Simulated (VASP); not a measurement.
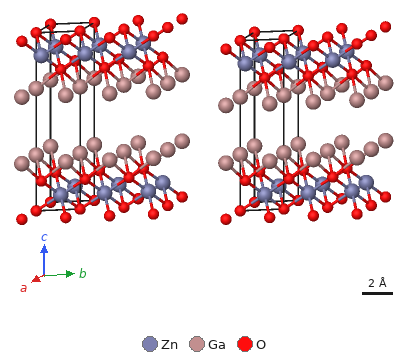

Two geometries of crystalline Zn2Ga2O3 (a generated structure, set up in P-3m1), drawn at one scale. One is the start of a relaxation, the other its converged end. Style: ball-and-stick. Shown: the cell of the calculation, repeated 2 × 3 × 1 with one cell outlined, slightly off an axis.

The calculation used Kohn-Sham DFT of a periodic cell, PBE, VASP PAW PBE potentials, recommended in VASP 6.6.1. (plane-wave cutoff 520 eV; k-point mesh 10 × 10 × 2; occupations gaussian; smearing width 0.03 eV; no spin polarisation)

### Which one is relaxed?

The right one is the relaxed one. The run lets cell and atoms move. Over 34 geometry steps the energy falls by 1.6 meV per atom. Largest force component: 0.08 eV/Å at the start, 0.0097 eV/Å at the end. Pressure: 0.12 GPa at the start and −0.08 GPa at the end. The largest moves relative to the cell, 0.21 Å, are those of Ga atoms. Largest moves by element: Ga 0.21 Å, O 0.14 Å, Zn 0.07 Å. The drawn cell changes as follows: a = b 3.081 → 3.068 Å (−0.4 %), c 12.519 → 11.960 Å (−4.5 %); the volume changes by −5.3 %. The space group stays P-3m1 (No. 164).

Limits of the set-up: layers or molecules are held without a dispersion correction, so their spacing is unreliable.
